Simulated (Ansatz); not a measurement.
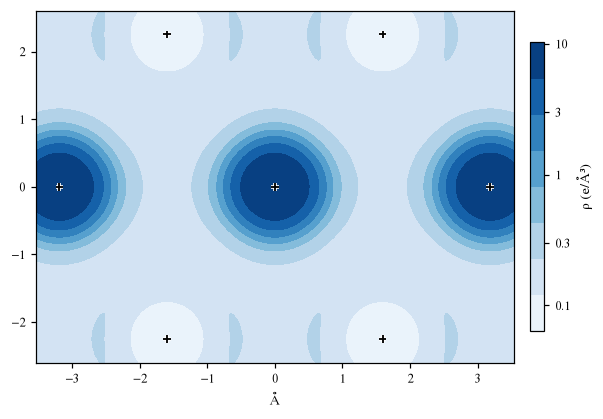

The valence electron density on a plane through atoms (crosses mark nuclei in the plane).

Computed with DFT PBE, scalar-relativistic, plane waves, PAW (Ansatz).

Candidates:
A. TiAl, a = 3.19 Å, b = 3.19 Å, c = 3.19 Å, α = 90.00°, β = 90.00°, γ = 90.00°. Space group Pm-3m; computed without spin polarisation.
B. HfB$_{2}$, a = 3.20 Å, b = 3.20 Å, c = 3.57 Å, α = 90.00°, β = 90.00°, γ = 120.00°. Space group P6/mmm; changed on purpose from its base cell (volume × 1.06, shape and atoms relaxed); computed pressure about −13 GPa in this cell.
C. CdSe, a = 5.62 Å, b = 5.62 Å, c = 5.62 Å, α = 90.00°, β = 90.00°, γ = 90.00°. Space group Fm-3m; a structure from a database of computed crystals, not necessarily the ambient phase; changed on purpose from its base cell (volume × 0.94); computed pressure about 4 GPa in this cell.

Which system is this?

Answer. Candidate A: TiAl on the (110) plane of the conventional cell, which holds Ti and Al. Ti–Al (2.76 Å): the density is about 0.2 e/Å³ at the midpoint.
